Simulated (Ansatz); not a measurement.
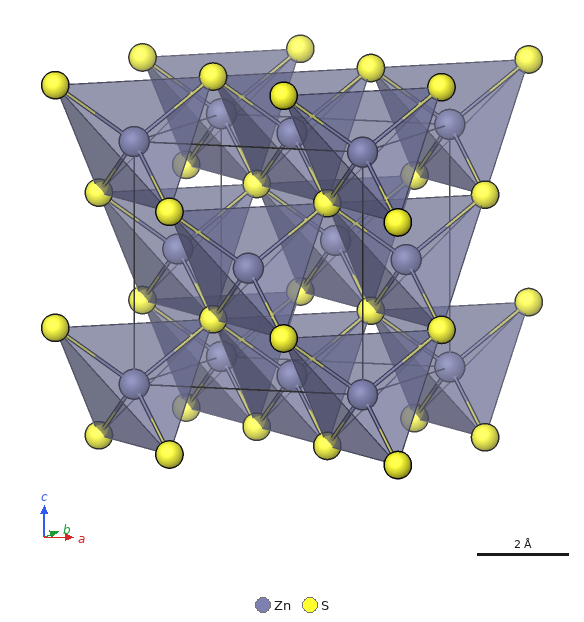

The starting structure (polyhedral view of the cell 4 times as large as that of the calculation, set on its symmetry axes, seen slightly off an axis; polyhedra are completed across the faces of the cell). An atom can appear more than once, as a periodic image.

# Geometry relaxation of ZnS

The run: geometry relaxation of ZnS (F-43m, 2 atoms in the cell). Method and program: DFT PBE+D3(BJ), scalar-relativistic, plane waves, PAW, no spin polarisation (Ansatz 0.2.0).

The structure derives from an entry of the Crystallography Open Database.

**What the program printed**
```
Engine: ansatz 0.2.0, aarch64-unknown-linux-gnu
Pseudopotentials: kind: paw
Pseudopotential: Zn, paw, valence charge 12, recommended cutoff 420 eV (normal), Zn.paw.azcp
Pseudopotential: S, paw, valence charge 6, recommended cutoff 420 eV (normal), S.paw.azcp
Functional definition: PBE
  parameter kappa = 0.804
  parameter beta = 0.06672455060314922
  exchange = pbe_x(kappa = kappa, mu = beta*pi^2/3)
  correlation = pbe_c(beta = beta)
Crystal: 2 atoms, lattice volume = 39.570 Å³
Basis set: ecut = 420 eV, 749 PW (Γ), exchange–correlation on 54×54×54 points (8 copies of the dense FFT grid, shifted against one another)
Bands: 13, of which v1, the nominal top of the filled ones, is band 9 counted from 1 (8 counted from 0)
Symmetry: 24 space group operations
Space group: F-43m (ITA 216), of the structure as read, at distance tolerance 3.4e-5 Å
k-points: 47 of 1000 (time reversal used)
Non-local potential: Zn, projectors of the file, l = 0: 2, l = 1: 2, l = 2: 3, l = 3: 1
Non-local potential: S, projectors of the file, l = 0: 2, l = 1: 2, l = 2: 2
PAW form: soft (Blöchl's): semilocal exchange-correlation on the pseudo side does not see the compensation charge
PAW one-centre angular grid: Zn, 590 points (default); XC on 64 Gauss nodes
PAW one-centre angular grid: S, 110 points (default); XC on 64 Gauss nodes
Initial density: superposition of atomic densities (neutral atoms: chi_scale 0, normalization atom), corrected by the library's trained network
Initial wavefunctions: pseudopotential atomic-orbital guess
Functional: x = pbe(κ = 0.804, μ = 0.2195149727645171), c = pbe(β = 0.06672455060314922)
SCF iter   1: F=—  HF=-4223.345461 eV  |F-HF|=—  |Δ(HF+E_count)|=         —  Δρ=6.04e-4  dr2=1.90e-4  ethr=1.77e-3  ⟨swp⟩=5.8  Hψ=3681  notcnv=0
preconditioner: auto → none  [insulator: Δε(μ)=2.089 eV  Ē_g=12.188 eV  σ=0.020 eV  W_gap=1.00  n_scr=14 (ndim 8)  ℏωp=25.0 eV  f_vac=0.029  D(μ)=0.00/eV (n_scr^D=0)  ε∞_Penn≈5.2]
SCF iter   2: F=—  HF=-4223.345695 eV  |F-HF|=—  |Δ(HF+E_count)|=   2.34e-4  Δρ=5.22e-4  dr2=4.97e-5  ethr=1.06e-6  ⟨swp⟩=2.5  Hψ=1573  notcnv=0
SCF iter   3: F=—  HF=-4223.345727 eV  |F-HF|=—  |Δ(HF+E_count)|=   3.19e-5  Δρ=1.68e-4  dr2=7.82e-6  ethr=2.76e-7  ⟨swp⟩=2.0  Hψ=987  notcnv=0
SCF iter   4: F=—  HF=-4223.345733 eV  |F-HF|=—  |Δ(HF+E_count)|=   6.28e-6  Δρ=7.14e-5  dr2=9.87e-7  ethr=4.35e-8  ⟨swp⟩=2.0  Hψ=987  notcnv=0
SCF iter   5: F=—  HF=-4223.345736 eV  |F-HF|=—  |Δ(HF+E_count)|=   3.35e-6  Δρ=3.37e-5  dr2=3.08e-7  ethr=5.48e-9  ⟨swp⟩=2.0  Hψ=1034  notcnv=0
SCF iter   6: F=-4223.345737 eV  HF=-4223.345737 eV  |F-HF|=8.09e-9  |Δ(HF+E_count)|=   4.93e-7  Δρ=3.56e-6  dr2=2.17e-9  ethr=5.56e-10  ⟨swp⟩=9.1  Hψ=4629  notcnv=0
SCF 1 converged in 6 iterations: F = -4223.345737 eV  dr2 = 2.17e-9
  greatest PAW one-centre occupation: 0.983 electrons in one spin orbital (limit 2), on the Zn atom at site 0 (counted from 0), in its partial waves of l = 2
relax step   1: F+E_penalty+E_count = -4223.34573685 eV  Δ(F+E_penalty+E_count) = +0.000e0 eV  max|allowed force component| = 2.035e-16 eV/Å  Δτ_max = 0.0000 Å  P = -1.374 GPa  Ω = 39.570 Å³  (6 SCF iters, dr2 threshold 1.00e-7 eV, accepted)
Crystal: 2 atoms, lattice volume = 39.147 Å³
Initial density: handed on by an earlier stage of this run
Initial wavefunctions: those handed on with the density
iter 1 solved again at ethr=5.51e-7 eV; its pass at ethr=3.10e-3 eV (dr2=9.92e-5 eV) is discarded
SCF iter   1: F=—  HF=-4223.348533 eV  |F-HF|=—  |Δ(HF+E_count)|=         —  Δρ=4.91e-4  dr2=8.67e-5  ethr=5.51e-7  ⟨swp⟩=2.0  Hψ=4298  notcnv=0
preconditioner: auto → none  [insulator: Δε(μ)=2.144 eV  Ē_g=12.236 eV  σ=0.020 eV  W_gap=1.00  n_scr=14 (ndim 8)  ℏωp=25.2 eV  f_vac=0.023  D(μ)=0.00/eV (n_scr^D=0)  ε∞_Penn≈5.2]
SCF iter   2: F=—  HF=-4223.348529 eV  |F-HF|=—  |Δ(HF+E_count)|=   4.27e-6  Δρ=1.69e-4  dr2=1.18e-5  ethr=4.82e-7  ⟨swp⟩=3.0  Hψ=1034  notcnv=0
SCF iter   3: F=—  HF=-4223.348530 eV  |F-HF|=—  |Δ(HF+E_count)|=   8.84e-7  Δρ=1.66e-4  dr2=5.70e-6  ethr=6.54e-8  ⟨swp⟩=2.0  Hψ=987  notcnv=0
SCF iter   4: F=—  HF=-4223.348529 eV  |F-HF|=—  |Δ(HF+E_count)|=   9.70e-7  Δρ=1.85e-5  dr2=1.14e-7  ethr=1.11e-9  ⟨swp⟩=6.6  Hψ=4016  notcnv=0
SCF iter   5: F=-4223.348529 eV  HF=-4223.348529 eV  |F-HF|=8.28e-9  |Δ(HF+E_count)|=   2.31e-8  Δρ=7.22e-6  dr2=1.21e-8  ethr=6.31e-10  ⟨swp⟩=8.8  Hψ=4374  notcnv=0
SCF 2 converged in 5 iterations: F = -4223.348529 eV  dr2 = 1.21e-8
relax step   2: F+E_penalty+E_count = -4223.34852852 eV  Δ(F+E_penalty+E_count) = -2.792e-3 eV  max|allowed force component| = 5.320e-17 eV/Å  Δτ_max = 0.0000 Å  P = -0.599 GPa  Ω = 39.147 Å³  energy of the carried Pulay correction = +1.767e-4 eV  (5 SCF iters, dr2 threshold 2.00e-7 eV, accepted)
Crystal: 2 atoms, lattice volume = 38.826 Å³
iter 1 solved again at ethr=3.34e-7 eV; its pass at ethr=3.10e-3 eV (dr2=6.01e-5 eV) is discarded
SCF iter   1: F=—  HF=-4223.349247 eV  |F-HF|=—  |Δ(HF+E_count)|=         —  Δρ=3.87e-4  dr2=5.30e-5  ethr=3.34e-7  ⟨swp⟩=2.0  Hψ=4239  notcnv=0
preconditioner: auto → none  [insulator: Δε(μ)=2.180 eV  Ē_g=12.276 eV  σ=0.020 eV  W_gap=1.00  n_scr=14 (ndim 8)  ℏωp=25.3 eV  f_vac=0.021  D(μ)=0.00/eV (n_scr^D=0)  ε∞_Penn≈5.2]
SCF iter   2: F=—  HF=-4223.349248 eV  |F-HF|=—  |Δ(HF+E_count)|=   7.17e-7  Δρ=1.30e-4  dr2=7.11e-6  ethr=2.94e-7  ⟨swp⟩=3.0  Hψ=1034  notcnv=0
SCF iter   3: F=—  HF=-4223.349248 eV  |F-HF|=—  |Δ(HF+E_count)|=   5.44e-7  Δρ=1.30e-4  dr2=3.44e-6  ethr=3.95e-8  ⟨swp⟩=2.0  Hψ=987  notcnv=0
SCF iter   4: F=-4223.349248 eV  HF=-4223.349248 eV  |F-HF|=1.43e-7  |Δ(HF+E_count)|=   4.51e-7  Δρ=1.52e-5  dr2=7.78e-8  ethr=1.11e-9  ⟨swp⟩=6.7  Hψ=3967  notcnv=0
SCF 3 converged in 4 iterations: F = -4223.349248 eV  dr2 = 7.78e-8
relax step   3: F+E_penalty+E_count = -4223.34924761 eV  Δ(F+E_penalty+E_count) = -7.191e-4 eV  max|allowed force component| = 3.701e-17 eV/Å  Δτ_max = 0.0000 Å  P = +0.021 GPa  Ω = 38.826 Å³  energy of the carried Pulay correction = +3.119e-4 eV  (4 SCF iters, dr2 threshold 2.00e-7 eV, accepted)
Initial wavefunctions: pseudopotential atomic-orbital guess (no wavefunctions were taken with the density)
iter 1 solved again at ethr=2.13e-7 eV; its pass at ethr=3.10e-3 eV (dr2=3.84e-5 eV) is discarded
SCF iter   1: F=—  HF=-4223.348930 eV  |F-HF|=—  |Δ(HF+E_count)|=         —  Δρ=2.23e-5  dr2=6.94e-8  ethr=2.13e-7  ⟨swp⟩=3.1  Hψ=5301  notcnv=0
preconditioner: auto → none  [insulator: Δε(μ)=2.179 eV  Ē_g=12.278 eV  σ=0.020 eV  W_gap=1.00  n_scr=14 (ndim 8)  ℏωp=25.3 eV  f_vac=0.024  D(μ)=0.00/eV (n_scr^D=0)  ε∞_Penn≈5.2]
SCF iter   2: F=—  HF=-4223.348938 eV  |F-HF|=—  |Δ(HF+E_count)|=   8.17e-6  Δρ=5.80e-5  dr2=6.51e-7  ethr=3.86e-10  ⟨swp⟩=3.1  Hψ=1217  notcnv=0
SCF iter   3: F=—  HF=-4223.348938 eV  |F-HF|=—  |Δ(HF+E_count)|=   3.87e-8  Δρ=9.79e-6  dr2=3.93e-8  ethr=3.86e-10  ⟨swp⟩=2.0  Hψ=1032  notcnv=0
SCF iter   4: F=—  HF=-4223.348938 eV  |F-HF|=—  |Δ(HF+E_count)|=   3.45e-8  Δρ=2.48e-6  dr2=1.42e-9  ethr=2.18e-10  ⟨swp⟩=2.0  Hψ=987  notcnv=0
SCF iter   5: F=—  HF=-4223.348938 eV  |F-HF|=—  |Δ(HF+E_count)|=  4.39e-10  Δρ=6.49e-7  dr2=1.29e-10  ethr=7.87e-12  ⟨swp⟩=3.0  Hψ=1042  notcnv=0
SCF iter   6: F=-4223.348938 eV  HF=-4223.348938 eV  |F-HF|=3.64e-12  |Δ(HF+E_count)|=  1.40e-10  Δρ=6.42e-8  dr2=1.17e-12  ethr=1.00e-12  ⟨swp⟩=4.0  Hψ=2941  notcnv=0
SCF 4 converged in 6 iterations: F = -4223.348938 eV  dr2 = 1.17e-12
relax step   4: F+E_penalty+E_count = -4223.34893792 eV  Δ(F+E_penalty+E_count) = +3.097e-4 eV  max|allowed force component| = 2.776e-17 eV/Å  Δτ_max = 0.0000 Å  P = +0.020 GPa  Ω = 38.826 Å³  stress off target by 1.97e-2 GPa  SCF on the basis re-selected at this cell (its energy is not comparable with the rows above)  (6 SCF iters)
```

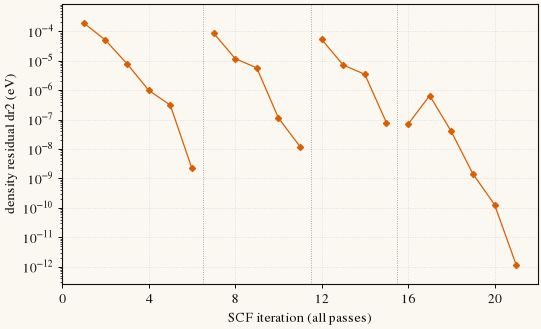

Convergence of the self-consistent field: density residual dr2 against the SCF iteration. The dotted lines part the SCF passes of the relaxation: geometry steps, rejected trials and re-solves on a re-selected basis. The passes take 6, 5, 4 and 6 iterations.

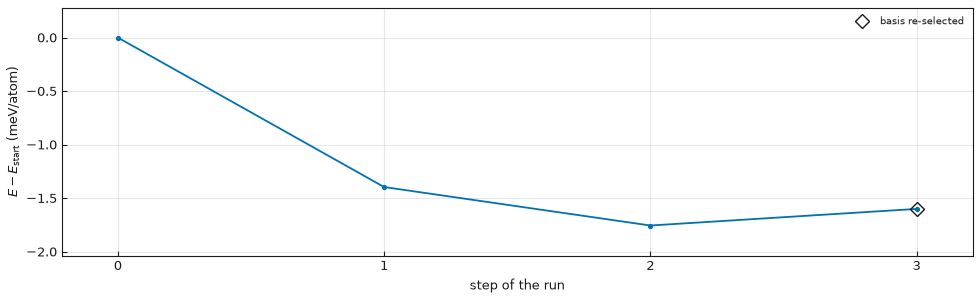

Progress of the relaxation, step by step (the first geometry is step 0 here and step 1 in the log).

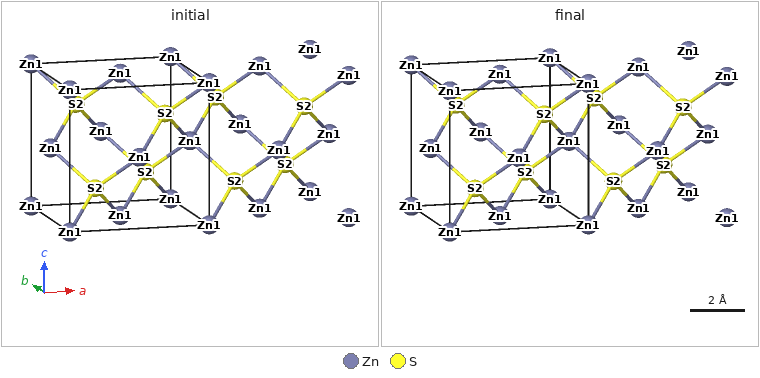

Before (left) and after (right) the relaxation, at one scale (ball-and-stick view of the cell 4 times as large as that of the calculation, set on its symmetry axes, repeated 2 × 1 × 1, seen slightly off an axis). No atom moves by more than 0.005 Å relative to the cell. The drawn cell changes as follows: a = b = c 5.409 → 5.375 Å (−0.6 %); the volume changes by −1.9 %. Distances before and after: Zn1–S2 2.342 → 2.328 Å. The space group stays F-43m (No. 216). The energy falls by 1.8 meV per atom in 2 geometry steps. All forces vanish by symmetry, so only the cell relaxes. The pressure goes from −1.37 to 0.02 GPa. A last SCF at the same geometry on a re-selected plane-wave basis shifts the energy by +0.2 meV per atom. (Atoms are counted from 1 in the order of the input.)

```
basis re-selected at this cell: Δ(F+E_penalty+E_count) = +3.097e-4 eV, ΔP = -0.001 GPa vs the last step (what re-selecting the basis moved, of the pressure what is left beyond the Pulay correction that the steps carried, after the strain that the cell walked since its last selection, with what the two solves' SCF thresholds leave and, on support functions, any second-order correction that the steps lacked; it is no measure of the basis error at this ecutwfc). This SCF's stress stands 1.97e-2 GPa from its target on what of the cell is left free (relax.cell.stress_tol is 5.00e-2 GPa) and its largest allowed force component is 2.78e-17 eV/Å (relax.f_tol is 5.00e-3 eV/Å): within both
SCF converged after 6 iterations
Free energy (F): -4223.348938 eV
Harris-Foulkes:  -4223.348938 eV  (|F-HF|=3.64e-12)
Internal energy: -4223.348938 eV  (E = F + TS)
E sigma→0 (E₀):  -4223.348938 eV
Fermi energy:    7.086768 eV
--- Per-component energies (eV) ---
  E_band       = 7.895179
  E_kinetic    = 238.791498
  E_local      = -2030.411316  (includes V_loc(G=0)·N_el)
  E_nonlocal   = 642.579436
  E_hartree    = 849.385594
  E_xc         = -234.669667
  E_vxc        = -139.912468  (∫ρ·V_xc dr)
  E_paw        = -2428.303574  (= ΣΔE_a)
  E_vpaw       = -401.922799  (= ΣTr[D̂ρ^β])
  E_aug_tail   = -0.000353  (compensation charges beyond the density's cutoff)
  E_ewald      = -1260.093061
  E_disp       = -0.627495  (pairwise vdW)
  E_smearing   = -0.000000  (= −TS)
  E_closure    = -0.000000  (closes the sum)
  Σ components = -4223.348938   (vs F -4223.348938, Δ=0.00e0)
--- Forces (eV/Å), atoms counted from 1 ---
  atom   1  Zn    -0.00000000     0.00000000    -0.00000000
  atom   2  S      0.00000000     0.00000000     0.00000000
  max |Σ_I F_I| component: 4.16e-17 eV/Å
--- Stress (GPa, compression-positive) ---
        0.019743      -0.000000      -0.000000
       -0.000000       0.019743       0.000000
       -0.000000       0.000000       0.019743
  P = ⅓ Tr σ = 0.0197 GPa (0.197 kbar)
--- Band table (eV; the first three rows and the last of 47) ---
  k-point 0: bands = ["-7.2594", "-0.4023", "-0.4023", "-0.4023", "0.1176", "0.1176", "5.9971", "5.9971", "5.9971", "8.1762", "12.3540", "12.3540", "12.3540"]
  k-point 1: bands = ["-7.1816", "-0.4034", "-0.3880", "-0.3880", "0.1163", "0.1163", "5.2016", "5.8970", "5.8970", "8.7848", "12.2735", "12.5274", "12.5274"]
  k-point 2: bands = ["-6.9668", "-0.3880", "-0.3527", "-0.3527", "0.1162", "0.1162", "3.8257", "5.6542", "5.6542", "9.4254", "12.5330", "12.8712", "12.8712"]
  k-point 46: bands = ["-5.9727", "-0.2874", "-0.1037", "0.0164", "0.1146", "0.5148", "1.3372", "3.2188", "3.2670", "11.2853", "11.7679", "14.3776", "14.5501"]
--- Relaxed structure (3 steps of the walk, 3 accepted, 1 SCFs on fresh bases) ---
  F+E_penalty+E_count = -4223.34893792 eV   max|allowed force component| = 2.776e-17 eV/Å   (the final SCF, on the basis selected at the relaxed cell)
  cell:  # Å, volume = 38.8263 Å³
    - [3.0572232197373535e-33, 2.687603761249674, 2.6876037612496746]
    - [2.687603761249674, 3.2610381010531786e-33, 2.6876037612496746]
    - [2.687603761249674, 2.687603761249674, 5.09537203289559e-33]
  atoms:
    - { symbol: Zn, position: [1.012490207485479e-34, 1.8172901159995803e-35, -2.080611745052578e-34] }
    - { symbol: S, position: [0.75, 0.75, 0.7500000000000002] }
```

**Trajectory as extended XYZ (Å, eV, eV/Å), 4 frames, from step=1 to step=4**
```
2
Lattice="0.0000 2.7046 2.7046 2.7046 0.0000 2.7046 2.7046 2.7046 0.0000" Properties=species:S:1:pos:R:3:forces:R:3 step=1 energy=-4223.34574 pressure_GPa=-1.37
Zn    0.0000    0.0000    0.0000    0.0000   0.0000   0.0000
S     4.0570    4.0570    4.0570    0.0000   0.0000   0.0000
2
Lattice="0.0000 2.6950 2.6950 2.6950 0.0000 2.6950 2.6950 2.6950 0.0000" Properties=species:S:1:pos:R:3:forces:R:3 step=2 energy=-4223.34853 pressure_GPa=-0.60
Zn    0.0000    0.0000    0.0000    0.0000   0.0000   0.0000
S     4.0425    4.0425    4.0425    0.0000   0.0000   0.0000
2
Lattice="0.0000 2.6876 2.6876 2.6876 0.0000 2.6876 2.6876 2.6876 0.0000" Properties=species:S:1:pos:R:3:forces:R:3 step=3 energy=-4223.34925 pressure_GPa=0.02
Zn    0.0000    0.0000    0.0000    0.0000   0.0000   0.0000
S     4.0314    4.0314    4.0314    0.0000   0.0000   0.0000
2
Lattice="0.0000 2.6876 2.6876 2.6876 0.0000 2.6876 2.6876 2.6876 0.0000" Properties=species:S:1:pos:R:3:forces:R:3 step=4 energy=-4223.34894 pressure_GPa=0.02
Zn    0.0000    0.0000    0.0000    0.0000   0.0000   0.0000
S     4.0314    4.0314    4.0314    0.0000   0.0000   0.0000
```

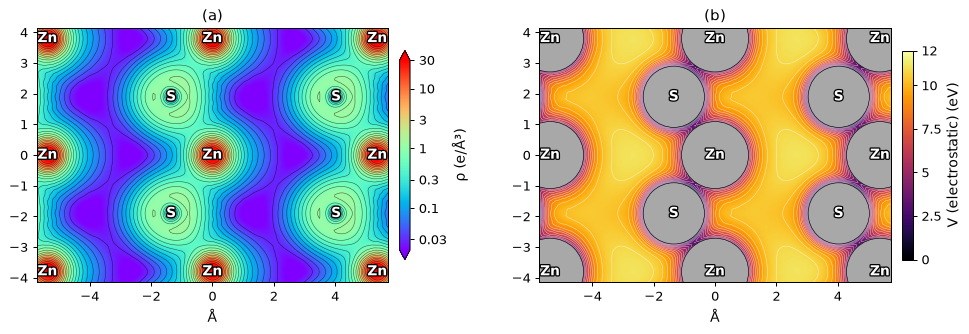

(a) valence electron density; (b) electrostatic potential energy of an electron on the (011) plane of the conventional cell. Grey discs, where drawn, cover atomic cores. Zn–S (2.33 Å): ρ is about 0.52 e/Å³ halfway. Away from the nuclei the density in this plane falls to 0.02 e/Å³ at its lowest. Outside the cores the potential energy rises away from the atoms and is highest about 2.3 Å from the nearest atoms; outside the discs it spans about 10 eV, and its zero is arbitrary. The fields are those of the smooth PAW valence density.

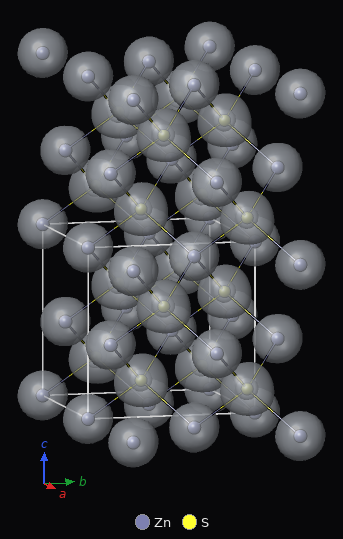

Isosurface of the valence electron density at 0.8 e/Å³ (grey), seen at an oblique angle. Sticks mark near contacts. The outline is the cell set on symmetry axes. At this value the density breaks into separate islands; it holds about 60 % of the electrons treated as valence. It is pinched off along the Zn–S (2.33 Å) contacts. On the grid the lowest density along these lines, outside the cores, is 0.48 e/Å³ (Zn–S, 2.33 Å).

This output came from the following input.

**Input**
```yaml
crystal:
  lattice:
    - [0.0, 2.70465, 2.70465]
    - [2.70465, 0.0, 2.70465]
    - [2.70465, 2.70465, 0.0]
  atoms:
    - { symbol: Zn, position: [0.0, 0.0, 0.0] }
    - { symbol: S, position: [0.75, 0.75, 0.75] }
basis:
  ecutwfc: 420
kpoints:
  mp_grid: { grid: [10, 10, 10] }
hamiltonian:
  xc: pbe
  dispersion: d3bj
scf:
  occupations: { method: gaussian, width: 0.02 }
output:
  forces: true
  stress: true
  eigenvalues: true
  write_density: true
  write_potential: true
  elf: true
  volumetric_format: npy
relax:
  adjacent_minimum: "off"
  f_tol: 0.005
  max_steps: 80
  cell: { stress_tol: 0.05 }
```

Command:
```bash
ansatz run input.yaml --threads 4 --pin off --max-ram 10240MiB --backend cpu --events-out ev --progress --plain --runs-dir out
```

**Summary**

| quantity | value |
| --- | --- |
| outcome | converged |
| space group (tolerance 0.01 Å) | F-43m (216) |
| electrons treated | 18 |
| free energy | −4223.3489 eV |
| Fermi energy | 7.087 eV |
| gap on the k-point mesh | 2.18 eV |
| pressure | 0.02 GPa |
| final volume | 38.83 Å³ |
| largest force (length of the vector) at the end | under 0.001 eV/Å |
| final cell | a = 3.801 Å, b = 3.801 Å, c = 3.801 Å, α = 60.00°, β = 60.00°, γ = 60.00° |
| hardware | 4 threads of Arm Neoverse V1, 24 GiB of memory available, shared host |
| wall time | 3.9 s (CPU time 14 s) |
| peak memory | 0.35 GiB |
